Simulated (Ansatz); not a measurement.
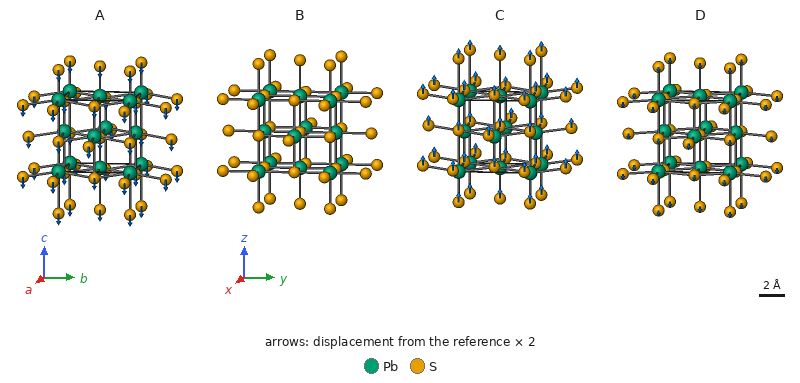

A scan of crystalline PbS (Fm-3m): the whole S sublattice is shifted rigidly, along Cartesian [0 0 1], all else fixed. A ball-and-stick model of the conventional cell (4 times the calculation's cell), seen along the a axis, with a slight tilt. Blue arrows: displacements from the reference. Lengths and directions refer to the drawn axes.

The calculation used DFT r2SCAN, scalar-relativistic, plane waves, PAW in Ansatz. Set-up: plane-wave cutoff 500 eV; k-point mesh 8 × 8 × 8; occupations gaussian; smearing width 0.05 eV; no spin polarisation. Energies (free energies at the smearing named) are counted from the cell as listed in its source, which wasn't relaxed.

> Order these geometries by energy, lowest first.

Lowest first: B (the displacement 0.00 Å, 0.0 meV/cell), D (the displacement −0.25 Å, 25.1 meV/cell), C (the displacement 0.4375 Å, 155.5 meV/cell), A (the displacement −0.50 Å, 248.2 meV/cell). Over the whole scan: the lowest computed point lies at the displacement 0.00 Å (0.0 meV/cell). At the ends of the scan the energy is 248.2 meV/cell (−0.50 Å) and 248.2 meV/cell (0.50 Å). The well is symmetric. At the highest point the shortest interatomic distance is 2.46 Å, against 2.96 Å in the reference. The distortion takes the space group from Fm-3m to I4mm.
